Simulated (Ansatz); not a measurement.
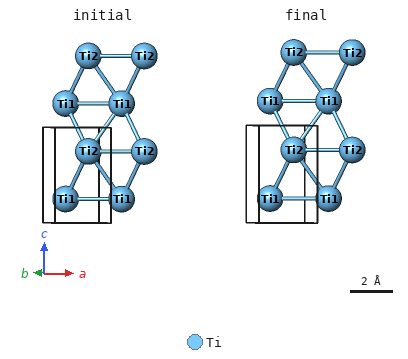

The structure of crystalline Ti (a generated structure, set up in P6_3/mmc) before (left) and after (right) a relaxation, at one scale.

The picture is a ball-and-stick view of the cell of the calculation, repeated 2 × 1 × 2 with one cell outlined, seen from a free direction.

Case: cell and atoms relaxed from a first guess.

All numbers below come from Ansatz 0.2.0, DFT, PBE, PAW with Ansatz's default frozen-core files, scalar-relativistic. (plane-wave cutoff 420 eV; k-point mesh 13 × 13 × 7; occupations fermi dirac; smearing width 0.05 eV; no spin polarisation; cell and atoms relaxed; force threshold 0.005 eV/Å; at most 80 steps)

### Describe what moved and what it gained.

Over 5 accepted moves (7 points after the start) the energy falls by 73.8 meV per atom. All forces vanish by symmetry, so only the cell relaxes. The pressure goes from 14.23 to 0.00 GPa. At 2 points the geometry stayed and the basis and grid were re-selected for the new cell (energy shift of 0.3 meV per atom at most each time). The atoms keep their places relative to the cell (all moves are under 0.005 Å). The drawn cell changes as follows: a = b 2.815 → 2.938 Å (+4.4 %), c 4.560 → 4.653 Å (+2.0 %); the volume changes by +11.2 %. Some distances before and after: Ti1–Ti1 2.815 → 2.938 Å, Ti1–Ti2 2.800 → 2.879 Å. The space group stays P6_3/mmc (No. 194).
